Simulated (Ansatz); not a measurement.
This input was run:

```
crystal:
  lattice:
    - [4.1473371115, 0.0, 0.0]
    - [-2.0736685558, 3.5916992967, 0.0]
    - [0.0, 0.0, 6.33635609]
  atoms:
    - { symbol: Cu, position: [0.0, 0.0, 0.0] }
    - { symbol: Cu, position: [0.0, 0.0, 0.5] }
    - { symbol: I, position: [0.3333333333, 0.6666666667, 0.25] }
    - { symbol: I, position: [0.6666666667, 0.3333333333, 0.75] }
kpoints:
  mp_grid: { grid: [6, 6, 4] }
  band_path:
    path:
      - [0.0, 0.0, 0.0]
      - [0.5, 0.0, 0.0]
      - [0.3333333333, 0.3333333333, 0.0]
      - [0.0, 0.0, 0.5]
      - [0.5, 0.0, 0.5]
      - [0.3333333333, 0.3333333333, 0.5]
      - [0.0, 0.5, 0.0]
    npoints: 1
hamiltonian:
  xc: hse06
scf:
  occupations: { method: fixed }
  n_extra_bands: 5
output:
  forces: true
  stress: true
  eigenvalues: true
  write_density: true
  write_potential: true
  elf: true
  volumetric_format: npy
```

Run as:
```bash
ansatz run input.yaml --threads 2 --pin off --max-ram 2211MiB --backend cpu --events-out ev --progress --plain --runs-dir out
```

What does the calculation give for the electronic structure?

There is a gap; over the k points computed it is 1.91 eV (indirect; the smallest direct gap is 2.28 eV). Within the window shown, the tallest peak of the filled states lies 2.3 eV under the valence-band top, at about 20 states per eV and cell.

Spin-orbit coupling is left out, which matters for I.

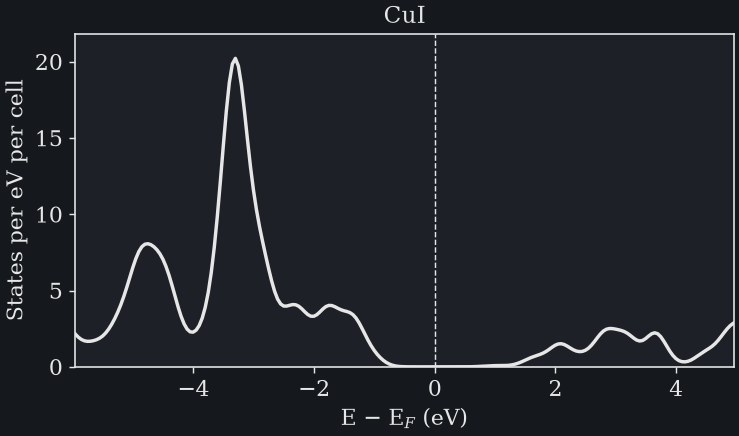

Density of states. Energies are counted from the Fermi level, put mid-gap where there is a gap. The curve is built from the levels of the k mesh with Gaussians 0.4 eV wide, which also blur the band edges.
